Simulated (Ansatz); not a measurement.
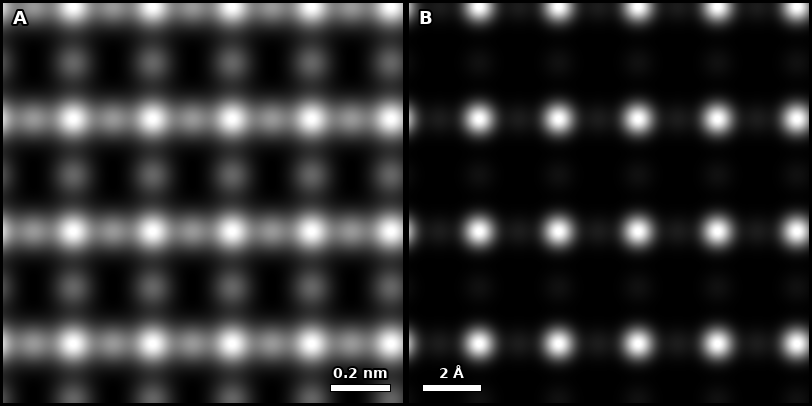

Two simulated images of the same area of LiNbO₃ (Pm-3m, No. 221) along [110], with a probe of 0.88 Å. One is incoherent Z contrast (Z^1.8 per atom), the other the projected potential of neutral atoms blurred by the probe (iDPC-like, thin sample). Brightness is counted from the darkest point of the image. Model: coordinates from a relaxation with DFT, r2SCAN, plane waves, PAW in Ansatz; the starting structure was generated, so it need not be a known form of this composition.

**Which panel is which, and how can one tell?**

B is the Z-contrast image and A the potential image. The columns of 1 O + 1 Li per repeat reach about 6 % of the brightest peak (1 Nb) in B but about 39 % in A, mainly since the potential grows much more slowly with atomic number. The O + Li columns show clearly in A alone.
